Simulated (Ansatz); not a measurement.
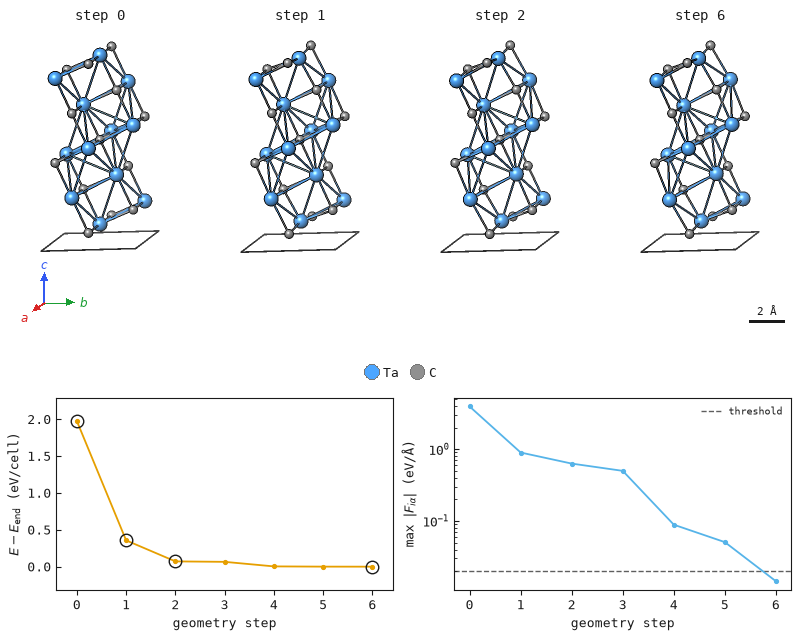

Frames of a relaxation of a slab of composition TaC (cut from the Fm-3m phase), marked on the history of the run. Style: ball-and-stick. Shown: the cell of the calculation, outlined in the plane, without the vacuum (origin shifted), slightly off an axis.

The slab is the (2 1 0) face of TaC.

Method: Ansatz, DFT PBE, scalar-relativistic, plane waves, PAW.

Input
```yaml
crystal:
  lattice:
    - [4.4752580276, 0.0, 0.0]
    - [-2.2376290138, 5.0034905833, 0.0]
    - [0.0, 0.0, 25.0069811666]
  atoms:
    - { symbol: Ta, position: [0.7, 0.4, 0.2999162494] }
    - { symbol: C, position: [0.2, 0.4, 0.2999162494] }
    - { symbol: Ta, position: [0.4, 0.8, 0.3399329995] }
    - { symbol: C, position: [0.9, 0.8, 0.3399329995] }
    - { symbol: Ta, position: [0.1, 0.2, 0.3799497496] }
    - { symbol: C, position: [0.6, 0.2, 0.3799497496] }
    - { symbol: Ta, position: [0.8, 0.6, 0.4199664998] }
    - { symbol: C, position: [0.3, 0.6, 0.4199664998] }
    - { symbol: Ta, position: [0.5, 0.0, 0.4599832499] }
    - { symbol: C, position: [0.0, 0.0, 0.4599832499] }
    - { symbol: Ta, position: [0.2, 0.4, 0.5] }
    - { symbol: C, position: [0.7, 0.4, 0.5] }
    - { symbol: Ta, position: [0.9, 0.8, 0.5400167501] }
    - { symbol: C, position: [0.4, 0.8, 0.5400167501] }
    - { symbol: Ta, position: [0.6, 0.2, 0.5800335002] }
    - { symbol: C, position: [0.1, 0.2, 0.5800335002] }
    - { symbol: Ta, position: [0.3, 0.6, 0.6200502504] }
    - { symbol: C, position: [0.8, 0.6, 0.6200502504] }
    - { symbol: Ta, position: [0.0, 0.0, 0.6600670005] }
    - { symbol: C, position: [0.5, 0.0, 0.6600670005] }
    - { symbol: Ta, position: [0.7, 0.4, 0.7000837506] }
    - { symbol: C, position: [0.2, 0.4, 0.7000837506] }
basis:
  ecutwfc: 420
kpoints:
  mp_grid: { grid: [9, 7, 1] }
hamiltonian:
  xc: pbe
scf:
  occupations: { method: gaussian, width: 0.1 }
output:
  forces: true
  eigenvalues: true
  write_density: true
  write_potential: true
  elf: true
  volumetric_format: npy
relax:
  adjacent_minimum: "off"
  f_tol: 0.02
  max_steps: 60
efield:
  axis: 3
  dipole_correction: true
  ramp_width: 0.04
```

Command:
```bash
ansatz run input.yaml --threads 8 --pin off --max-ram 15360MiB --backend cpu --events-out ev --progress --plain --runs-dir out
```

### What happens along the run?

The largest moves, 0.21 Å, are those of Ta1 and Ta21. Ta1 goes at 22° to the normal (+c side). Largest moves by element: Ta 0.21 Å, C 0.09 Å. The cell doesn't change. Near-neighbour distances that change, for instance: C20–Ta21 2.238 → 2.015 Å, Ta11–Ta17 3.164 → 3.327 Å, C16–Ta17 2.238 → 2.399 Å, C18–Ta21 2.238 → 2.078 Å. Among the angles between lasting bonds that change: Ta1–C2–Ta1 180.0° → 167.3°, Ta1–C6–Ta3 90.0° → 99.3°, Ta5–C6–Ta5 180.0° → 171.6°. The energy falls by 1.976 eV per cell of the calculation in 6 geometry steps. The largest force component goes from 3.9 to 0.014 eV/Å. Cost: 5.2 min on 8 threads of Arm Neoverse V2, on a shared host, peak memory 3.4 GiB. From step 0 to 1: Ta atoms move most (0.19 Å), energy −1.619 eV per cell of the calculation. From step 1 to 2: Ta atoms move most (0.09 Å), energy −0.285 eV per cell of the calculation. From step 2 to 6: Ta atoms move most (0.06 Å), energy −71.7 meV per cell of the calculation.

```json
{"step": "0", "E − E(0), meV/atom": "0.00", "largest force component, eV/Å": "3.9385"}
{"step": "1", "E − E(0), meV/atom": "-73.59", "largest force component, eV/Å": "0.8989"}
{"step": "2", "E − E(0), meV/atom": "-86.55", "largest force component, eV/Å": "0.6303"}
{"step": "3", "E − E(0), meV/atom": "-86.83", "largest force component, eV/Å": "0.4990"}
{"step": "4", "E − E(0), meV/atom": "-89.64", "largest force component, eV/Å": "0.0887"}
{"step": "5", "E − E(0), meV/atom": "-89.78", "largest force component, eV/Å": "0.0507"}
{"step": "6", "E − E(0), meV/atom": "-89.81", "largest force component, eV/Å": "0.0145"}
```
